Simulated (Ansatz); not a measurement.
**Geometry relaxation of WSi₂**

- system: WSi₂ (I4/mmm, 3 atoms in the cell)
- method: DFT, PBE, PAW with Ansatz's default frozen-core files, scalar-relativistic, no spin polarisation (Ansatz 0.2.0)

Its volume is 0.94 times that of the source entry. It belongs to a series of runs on one base structure; here: shape and atoms relaxed at 0.94 of the volume. Figures and captions count atoms from 1; the log counts them from 0 in places.

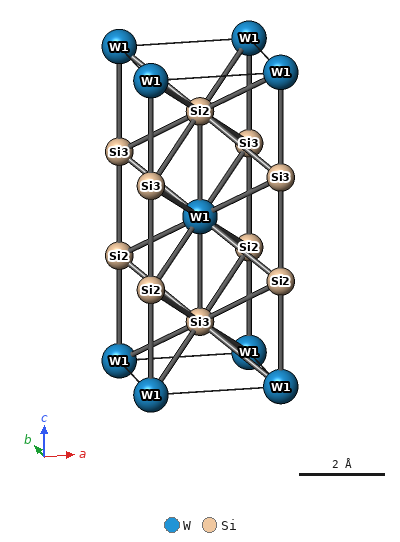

Fig. 1: The input geometry (ball-and-stick view of the cell 2 times as large as that of the calculation, set on its symmetry axes, seen slightly off an axis; atoms are numbered from 1 in the order of the input). Near neighbours in the crystal (not all of them lie inside the picture): W has 10 Si at 2.57 to 2.58 Å; Si has 5 Si at 2.55 to 2.59 Å and 5 W at 2.57 to 2.58 Å.

The input:
```yaml
crystal:
  lattice:
    - [-1.5813805128, 1.5813805128, 3.8545813693]
    - [1.5813805128, -1.5813805128, 3.8545813693]
    - [1.5813805128, 1.5813805128, -3.8545813693]
  atoms:
    - { symbol: W, position: [0.0, 0.0, 0.0] }
    - { symbol: Si, position: [0.3345059879, 0.3345059879, 0.0] }
    - { symbol: Si, position: [-0.3345059879, -0.3345059879, 0.0] }
kpoints:
  mp_grid: { grid: [14, 14, 14] }
scf:
  occupations: { method: fermi_dirac, width: 0.1 }
hamiltonian:
  xc: pbe
  pseudopotentials: { kind: paw }
output:
  forces: true
  stress: true
relax:
  f_tol: 0.005
  max_steps: 30
  cell: { stress_tol: 0.04, fix: [volume] }
```

Hardware: 1 thread of AMD EPYC (Zen 3), 32 GiB of memory available, shared host.

Launch command:
```bash
ansatz run input.yaml --threads 1 --pin off --max-ram 3072MiB --backend cpu --events-out ev --progress --plain --runs-dir out
```

The program's output:
```
Engine: ansatz 0.2.0, x86_64-unknown-linux-gnu
Pseudopotentials: kind: paw
Pseudopotential: W, paw, valence charge 14, recommended cutoff 420 eV (normal), W.paw.azcp
Pseudopotential: Si, paw, valence charge 4, recommended cutoff 420 eV (normal), Si.paw.azcp
Functional definition: PBE
  parameter kappa = 0.804
  parameter beta = 0.06672455060314922
  exchange = pbe_x(kappa = kappa, mu = beta*pi^2/3)
  correlation = pbe_c(beta = beta)
Crystal: 3 atoms, lattice volume = 38.558 Å³
Basis set: ecut = 420 eV, 761 PW (Γ), exchange–correlation on 60×60×60 points (8 copies of the dense FFT grid, shifted against one another)
Bands: 15, of which v1, the nominal top of the filled ones, is band 11 counted from 1 (10 counted from 0)
Symmetry: 16 space group operations
Space group: I4/mmm (ITA 139), of the structure as read, at distance tolerance 3.4e-5 Å
k-points: 244 of 2744
Non-local potential: W, projectors of the file, l = 0: 3, l = 1: 2, l = 2: 2, l = 3: 1
Non-local potential: Si, projectors of the file, l = 0: 2, l = 1: 2, l = 2: 2
PAW form: soft (Blöchl's): semilocal exchange-correlation on the pseudo side does not see the compensation charge
PAW one-centre angular grid: W, 590 points (default); XC on 64 Gauss nodes
PAW one-centre angular grid: Si, 110 points (default); XC on 64 Gauss nodes
Initial density: superposition of atomic densities (neutral atoms: chi_scale 0, normalization atom), corrected by the library's trained network
Initial wavefunctions: pseudopotential atomic-orbital guess
Functional: x = pbe(κ = 0.804, μ = 0.2195149727645171), c = pbe(β = 0.06672455060314922)
SCF iter   1: F=—  HF=-11657.351367 eV  |F-HF|=—  |Δ(HF+E_count)|=         —  Δρ=3.71e-3  dr2=2.86e-3  ethr=1.77e-3  ⟨swp⟩=5.0  Hψ=21186  notcnv=0
preconditioner: auto → Kerker (q_TF=auto, 2.485 Å⁻¹)  [metal: Δε(μ)=0.038 eV  Ē_g=8.463 eV  σ=0.100 eV  W_gap=0.10  n_scr=10 (ndim 8)  ℏωp=22.4 eV  f_vac=0.000  D(μ)=0.26/eV (n_scr^D=0)]
SCF iter   2: F=—  HF=-11657.351421 eV  |F-HF|=—  |Δ(HF+E_count)|=   5.36e-5  Δρ=2.15e-3  dr2=1.14e-3  ethr=1.30e-5  ⟨swp⟩=1.0  Hψ=5613  notcnv=0
SCF iter   3: F=—  HF=-11657.351367 eV  |F-HF|=—  |Δ(HF+E_count)|=   5.40e-5  Δρ=2.17e-4  dr2=1.71e-5  ethr=5.18e-6  ⟨swp⟩=2.2  Hψ=5022  notcnv=0
SCF iter   4: F=—  HF=-11657.351365 eV  |F-HF|=—  |Δ(HF+E_count)|=   1.41e-6  Δρ=6.59e-5  dr2=1.79e-6  ethr=7.76e-8  ⟨swp⟩=2.1  Hψ=5275  notcnv=0
SCF iter   5: F=—  HF=-11657.351365 eV  |F-HF|=—  |Δ(HF+E_count)|=   3.01e-7  Δρ=1.65e-5  dr2=1.32e-7  ethr=8.13e-9  ⟨swp⟩=2.2  Hψ=5312  notcnv=0
SCF iter   6: F=-11657.351365 eV  HF=-11657.351365 eV  |F-HF|=1.62e-9  |Δ(HF+E_count)|=   1.47e-8  Δρ=2.89e-6  dr2=3.39e-9  ethr=4.55e-10  ⟨swp⟩=4.1  Hψ=11695  notcnv=0
SCF 1 converged in 6 iterations: F = -11657.351365 eV  dr2 = 3.39e-9
  greatest PAW one-centre occupation: 0.999 electrons in one spin orbital (limit 2), on the W atom at site 0 (counted from 0), in its partial waves of l = 0
relax step   1: F+E_penalty+E_count = -11657.35136491 eV  Δ(F+E_penalty+E_count) = +0.000e0 eV  max|allowed force component| = 1.692e-1 eV/Å  Δτ_max = 0.0000 Å  P = +15.671 GPa  Ω = 38.558 Å³  fix = [volume]  reactions: volume +15.671 GPa  (6 SCF iters, dr2 threshold 1.00e-7 eV, accepted)
Initial density: handed on by an earlier stage of this run
Initial wavefunctions: those handed on with the density
iter 1 solved again at ethr=6.32e-7 eV; its pass at ethr=3.10e-3 eV (dr2=1.39e-4 eV) is discarded
SCF iter   1: F=—  HF=-11657.353247 eV  |F-HF|=—  |Δ(HF+E_count)|=         —  Δρ=7.53e-4  dr2=1.71e-4  ethr=6.32e-7  ⟨swp⟩=2.2  Hψ=22399  notcnv=0
preconditioner: auto → Kerker (q_TF=auto, 2.485 Å⁻¹)  [metal: Δε(μ)=0.027 eV  Ē_g=8.458 eV  σ=0.100 eV  W_gap=0.07  n_scr=10 (ndim 8)  ℏωp=22.4 eV  f_vac=0.000  D(μ)=0.27/eV (n_scr^D=0)]
SCF iter   2: F=—  HF=-11657.353209 eV  |F-HF|=—  |Δ(HF+E_count)|=   3.79e-5  Δρ=4.14e-4  dr2=5.21e-5  ethr=6.32e-7  ⟨swp⟩=1.0  Hψ=3681  notcnv=0
SCF iter   3: F=—  HF=-11657.353189 eV  |F-HF|=—  |Δ(HF+E_count)|=   1.96e-5  Δρ=6.15e-5  dr2=1.73e-6  ethr=2.37e-7  ⟨swp⟩=2.3  Hψ=5575  notcnv=0
SCF iter   4: F=-11657.353189 eV  HF=-11657.353189 eV  |F-HF|=2.65e-8  |Δ(HF+E_count)|=   5.16e-7  Δρ=1.56e-5  dr2=7.27e-8  ethr=1.36e-9  ⟨swp⟩=5.0  Hψ=12702  notcnv=0
SCF 2 converged in 4 iterations: F = -11657.353189 eV  dr2 = 7.27e-8
relax step   2: F+E_penalty+E_count = -11657.35318864 eV  Δ(F+E_penalty+E_count) = -1.824e-3 eV  max|allowed force component| = 4.124e-2 eV/Å  Δτ_max = 0.0057 Å  P = +15.401 GPa  Ω = 38.558 Å³  energy of the carried Pulay correction = -6.290e-18 eV  fix = [volume]  reactions: volume +15.401 GPa  (4 SCF iters, dr2 threshold 3.00e-7 eV, accepted)
iter 1 solved again at ethr=1.04e-7 eV; its pass at ethr=3.10e-3 eV (dr2=2.28e-5 eV) is discarded
SCF iter   1: F=—  HF=-11657.353333 eV  |F-HF|=—  |Δ(HF+E_count)|=         —  Δρ=1.93e-4  dr2=2.88e-5  ethr=1.04e-7  ⟨swp⟩=2.0  Hψ=21900  notcnv=0
preconditioner: auto → Kerker (q_TF=auto, 2.485 Å⁻¹)  [metal: Δε(μ)=0.024 eV  Ē_g=8.458 eV  σ=0.100 eV  W_gap=0.06  n_scr=10 (ndim 8)  ℏωp=22.4 eV  f_vac=0.000  D(μ)=0.27/eV (n_scr^D=0)]
SCF iter   2: F=—  HF=-11657.353330 eV  |F-HF|=—  |Δ(HF+E_count)|=   2.44e-6  Δρ=1.09e-4  dr2=9.27e-6  ethr=1.04e-7  ⟨swp⟩=1.1  Hψ=3772  notcnv=0
SCF iter   3: F=—  HF=-11657.353327 eV  |F-HF|=—  |Δ(HF+E_count)|=   3.41e-6  Δρ=1.88e-5  dr2=3.53e-7  ethr=4.21e-8  ⟨swp⟩=2.3  Hψ=5156  notcnv=0
SCF iter   4: F=-11657.353327 eV  HF=-11657.353327 eV  |F-HF|=4.39e-9  |Δ(HF+E_count)|=   1.18e-7  Δρ=5.49e-6  dr2=9.82e-9  ethr=1.36e-9  ⟨swp⟩=4.3  Hψ=11772  notcnv=0
SCF 3 converged in 4 iterations: F = -11657.353327 eV  dr2 = 9.82e-9
relax step   3: F+E_penalty+E_count = -11657.35332661 eV  Δ(F+E_penalty+E_count) = -1.380e-4 eV  max|allowed force component| = 1.212e-2 eV/Å  Δτ_max = 0.0012 Å  P = +15.400 GPa  Ω = 38.558 Å³  energy of the carried Pulay correction = +4.194e-18 eV  fix = [volume]  reactions: volume +15.400 GPa  (4 SCF iters, dr2 threshold 3.00e-7 eV, accepted)
iter 1 solved again at ethr=1.44e-8 eV; its pass at ethr=3.10e-3 eV (dr2=3.17e-6 eV) is discarded
SCF iter   1: F=—  HF=-11657.353334 eV  |F-HF|=—  |Δ(HF+E_count)|=         —  Δρ=6.53e-5  dr2=3.75e-6  ethr=1.44e-8  ⟨swp⟩=2.0  Hψ=21891  notcnv=0
SCF iter   2: F=—  HF=-11657.353337 eV  |F-HF|=—  |Δ(HF+E_count)|=   3.23e-6  Δρ=3.74e-5  dr2=1.19e-6  ethr=1.44e-8  ⟨swp⟩=1.1  Hψ=3758  notcnv=0
SCF iter   3: F=—  HF=-11657.353336 eV  |F-HF|=—  |Δ(HF+E_count)|=   4.23e-7  Δρ=7.31e-6  dr2=5.44e-8  ethr=5.41e-9  ⟨swp⟩=2.3  Hψ=5084  notcnv=0
SCF iter   4: F=-11657.353336 eV  HF=-11657.353336 eV  |F-HF|=4.24e-10  |Δ(HF+E_count)|=   1.79e-8  Δρ=1.87e-6  dr2=1.06e-9  ethr=1.12e-10  ⟨swp⟩=4.7  Hψ=12052  notcnv=0
SCF 4 converged in 4 iterations: F = -11657.353336 eV  dr2 = 1.06e-9
relax step   4: F+E_penalty+E_count = -11657.35333631 eV  Δ(F+E_penalty+E_count) = -9.705e-6 eV  max|allowed force component| = 2.071e-5 eV/Å  Δτ_max = 0.0005 Å  P = +15.396 GPa  Ω = 38.558 Å³  fix = [volume]  reactions: volume +15.396 GPa  (4 SCF iters, dr2 threshold 2.47e-8 eV, accepted)
Initial wavefunctions: pseudopotential atomic-orbital guess (no wavefunctions were taken with the density)
iter 1 solved again at ethr=1.53e-8 eV; its pass at ethr=3.10e-3 eV (dr2=3.37e-6 eV) is discarded
SCF iter   1: F=—  HF=-11657.353334 eV  |F-HF|=—  |Δ(HF+E_count)|=         —  Δρ=6.33e-6  dr2=2.88e-9  ethr=1.53e-8  ⟨swp⟩=3.1  Hψ=31857  notcnv=0
preconditioner: auto → Kerker (q_TF=auto, 2.485 Å⁻¹)  [metal: Δε(μ)=0.025 eV  Ē_g=8.458 eV  σ=0.100 eV  W_gap=0.06  n_scr=10 (ndim 8)  ℏωp=22.4 eV  f_vac=0.000  D(μ)=0.27/eV (n_scr^D=0)]
SCF iter   2: F=—  HF=-11657.353336 eV  |F-HF|=—  |Δ(HF+E_count)|=   2.95e-6  Δρ=3.40e-6  dr2=8.43e-10  ethr=1.31e-11  ⟨swp⟩=2.6  Hψ=6473  notcnv=0
SCF iter   3: F=—  HF=-11657.353336 eV  |F-HF|=—  |Δ(HF+E_count)|=  8.55e-10  Δρ=4.36e-7  dr2=6.40e-11  ethr=3.83e-12  ⟨swp⟩=2.1  Hψ=6142  notcnv=0
SCF iter   4: F=-11657.353336 eV  HF=-11657.353336 eV  |F-HF|=0.00e0  |Δ(HF+E_count)|=  7.28e-12  Δρ=1.92e-7  dr2=1.13e-11  ethr=1.00e-12  ⟨swp⟩=5.9  Hψ=15252  notcnv=0
SCF 5 converged in 4 iterations: F = -11657.353336 eV  dr2 = 1.13e-11
relax step   5: F+E_penalty+E_count = -11657.35333648 eV  Δ(F+E_penalty+E_count) = -1.646e-7 eV  max|allowed force component| = 3.229e-5 eV/Å  Δτ_max = 0.0000 Å  P = +15.396 GPa  Ω = 38.558 Å³  fix = [volume]  reactions: volume +15.396 GPa  stress off target by 1.40e-3 GPa on what of the cell is left free  SCF on the basis re-selected at this cell (its energy is not comparable with the rows above)  (4 SCF iters)
```

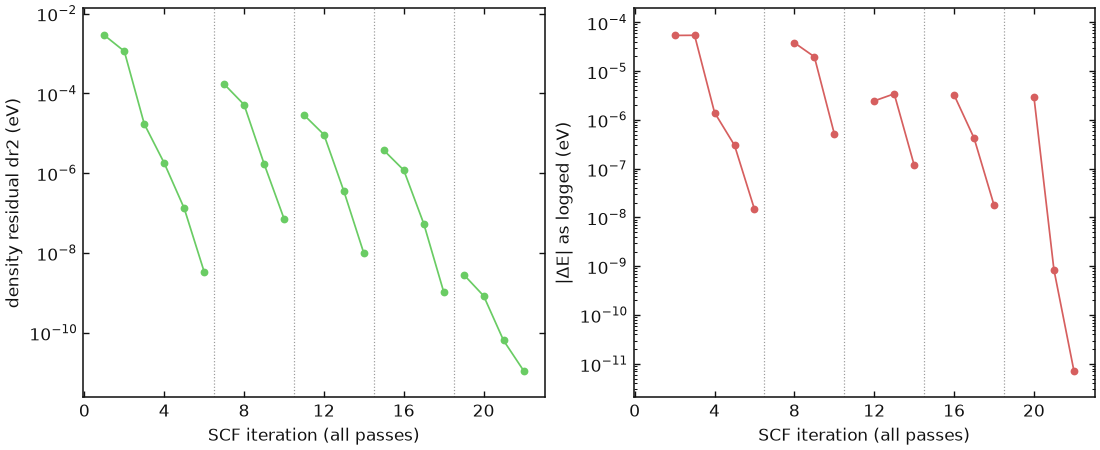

Fig. 2: Convergence of the self-consistent field: density residual dr2 and size of the energy change against the SCF iteration. The dotted lines part the SCF passes of the relaxation: geometry steps, rejected trials and re-solves on a re-selected basis. The 5 passes take 4 to 6 iterations each, 22 in all.

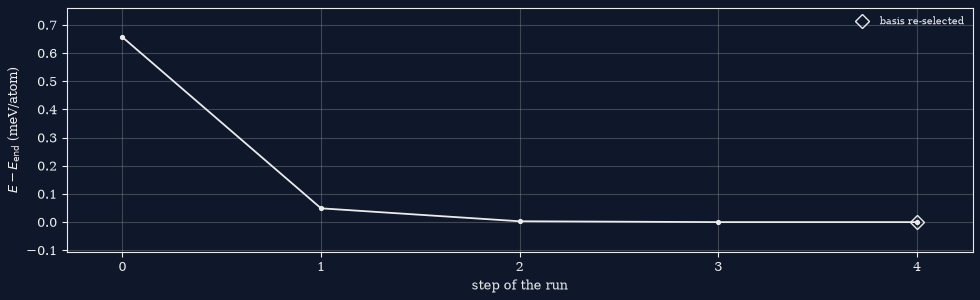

Fig. 3: Progress of the relaxation, step by step (the first geometry is step 0 here and step 1 in the log). The largest moves relative to the cell, 0.007 Å, are those of Si2 and Si3. W stays in place. Distances before and after: Si2–Si3 2.552 → 2.574 Å. The space group stays I4/mmm (No. 139). The energy falls by 0.7 meV per atom in 3 geometry steps. The largest force component goes from 0.17 to under 0.0001 eV/Å. Pressure: 15.67 GPa at the start and 15.40 GPa at the end. A last SCF at the same geometry on a re-selected plane-wave basis shifts the energy by next to nothing (0.0 meV per atom). (Atoms are counted from 1 in the order of the input.)

```
basis re-selected at this cell: Δ(F+E_penalty+E_count) = -1.646e-7 eV, ΔP = -0.000 GPa vs the last step (what re-selecting the basis moved, of the pressure what is left beyond the Pulay correction that the steps carried, after the strain that the cell walked since its last selection, with what the two solves' SCF thresholds leave and, on support functions, any second-order correction that the steps lacked; it is no measure of the basis error at this ecutwfc). This SCF's stress stands 1.40e-3 GPa from its target on what of the cell is left free (relax.cell.stress_tol is 4.00e-2 GPa) and its largest allowed force component is 3.23e-5 eV/Å (relax.f_tol is 5.00e-3 eV/Å): within both
SCF converged after 4 iterations
Free energy (F): -11657.353336 eV
Harris-Foulkes:  -11657.353336 eV  (|F-HF|=0.00e0)
Internal energy: -11657.343736 eV  (E = F + TS)
E sigma→0 (E₀):  -11657.348536 eV
Entropy (-TS):   -0.009601 eV (-3.200 meV/atom)
Fermi energy:    17.698290 eV
--- Per-component energies (eV) ---
  E_band       = -61.565486
  E_kinetic    = 546.490921
  E_local      = -913.813874  (includes V_loc(G=0)·N_el)
  E_nonlocal   = 51.436911
  E_hartree    = 363.266218
  E_xc         = -383.912364
  E_vxc        = -341.197086  (∫ρ·V_xc dr)
  E_paw        = -9588.764308  (= ΣΔE_a)
  E_vpaw       = -131.014752  (= ΣTr[D̂ρ^β])
  E_aug_tail   = -0.000057  (compensation charges beyond the density's cutoff)
  E_ewald      = -1732.047184
  E_smearing   = -0.009601  (= −TS)
  E_closure    = 0.000000  (closes the sum)
  Σ components = -11657.353336   (vs F -11657.353336, Δ=0.00e0)
--- Forces (eV/Å), atoms counted from 1 ---
  atom   1  W      0.00000000     0.00000000    -0.00000000
  atom   2  Si     0.00000000     0.00000000    -0.00003229
  atom   3  Si     0.00000000     0.00000000     0.00003229
  max |Σ_I F_I| component: 9.71e-17 eV/Å
--- Stress (GPa, compression-positive) ---
       15.395081       0.000000      -0.000000
        0.000000      15.395081      -0.000000
        0.000000      -0.000000      15.397176
  P = ⅓ Tr σ = 15.3958 GPa (153.958 kbar)
--- Relaxed structure (4 steps of the walk, 4 accepted, 1 SCFs on fresh bases) ---
  F+E_penalty+E_count = -11657.35333648 eV   max|allowed force component| = 3.229e-5 eV/Å   (the final SCF, on the basis selected at the relaxed cell)
  cell:  # Å, volume = 38.5576 Å³
    - [-1.579034071859534, 1.579034071859534, 3.8660456787570756]
    - [1.579034071859534, -1.579034071859534, 3.8660456787570756]
    - [1.579034071859534, 1.579034071859534, -3.8660456787570756]
  atoms:
    - { symbol: W, position: [-3.750349929465527e-20, -3.750349929465527e-20, 7.453165085091341e-36] }
    - { symbol: Si, position: [0.3335424621046941, 0.3335424621046941, -6.138921430518055e-36] }
    - { symbol: Si, position: [-0.3335424621046941, -0.3335424621046941, -1.3142436545732882e-36] }
```

Trajectory as extended XYZ (Å, eV, eV/Å), 5 frames, from step=1 to step=5:
```
3
Lattice="-1.5814 1.5814 3.8546 1.5814 -1.5814 3.8546 1.5814 1.5814 -3.8546" Properties=species:S:1:pos:R:3:forces:R:3 step=1 energy=-11657.35137 pressure_GPa=15.67
W     0.0000    0.0000    0.0000    0.0000   0.0000   0.0000
Si    0.0000    0.0000    2.5788    0.0000   0.0000  -0.1692
Si    0.0000    0.0000   -2.5788    0.0000   0.0000   0.1692
3
Lattice="-1.5783 1.5783 3.8697 1.5783 -1.5783 3.8697 1.5783 1.5783 -3.8697" Properties=species:S:1:pos:R:3:forces:R:3 step=2 energy=-11657.35319 pressure_GPa=15.40
W     0.0000    0.0000    0.0000    0.0000   0.0000   0.0000
Si    0.0000    0.0000    2.5831    0.0000   0.0000  -0.0412
Si    0.0000    0.0000   -2.5831    0.0000   0.0000   0.0412
3
Lattice="-1.5789 1.5789 3.8668 1.5789 -1.5789 3.8668 1.5789 1.5789 -3.8668" Properties=species:S:1:pos:R:3:forces:R:3 step=3 energy=-11657.35333 pressure_GPa=15.40
W     0.0000    0.0000    0.0000    0.0000   0.0000   0.0000
Si    0.0000    0.0000    2.5800    0.0000   0.0000  -0.0121
Si    0.0000    0.0000   -2.5800    0.0000   0.0000   0.0121
3
Lattice="-1.5790 1.5790 3.8660 1.5790 -1.5790 3.8660 1.5790 1.5790 -3.8660" Properties=species:S:1:pos:R:3:forces:R:3 step=4 energy=-11657.35334 pressure_GPa=15.40
W     0.0000    0.0000    0.0000    0.0000   0.0000   0.0000
Si    0.0000    0.0000    2.5790    0.0000   0.0000   0.0000
Si    0.0000    0.0000   -2.5790    0.0000   0.0000   0.0000
3
Lattice="-1.5790 1.5790 3.8660 1.5790 -1.5790 3.8660 1.5790 1.5790 -3.8660" Properties=species:S:1:pos:R:3:forces:R:3 step=5 energy=-11657.35334 pressure_GPa=15.40
W     0.0000    0.0000    0.0000    0.0000   0.0000   0.0000
Si    0.0000    0.0000    2.5790    0.0000   0.0000   0.0000
Si    0.0000    0.0000   -2.5790    0.0000   0.0000   0.0000
```

Summary:

| quantity | value |
| --- | --- |
| outcome | converged |
| space group (tolerance 0.01 Å) | I4/mmm (139) |
| electrons treated | 22 |
| free energy | −11657.3533 eV |
| Fermi energy | 17.698 eV |
| pressure | 15.40 GPa |
| final volume | 38.56 Å³ |
| largest force (length of the vector) at the end | under 0.001 eV/Å |
| final cell | a = 4.465 Å, b = 4.465 Å, c = 4.465 Å, α = 138.58°, β = 138.58°, γ = 60.02° |
| wall time | 22 s |
| peak memory | 0.5 GiB |

Spin–orbit coupling is left out, which matters for W. The cell is under a pressure of 15.4 GPa at this level, so it is not at its equilibrium volume.
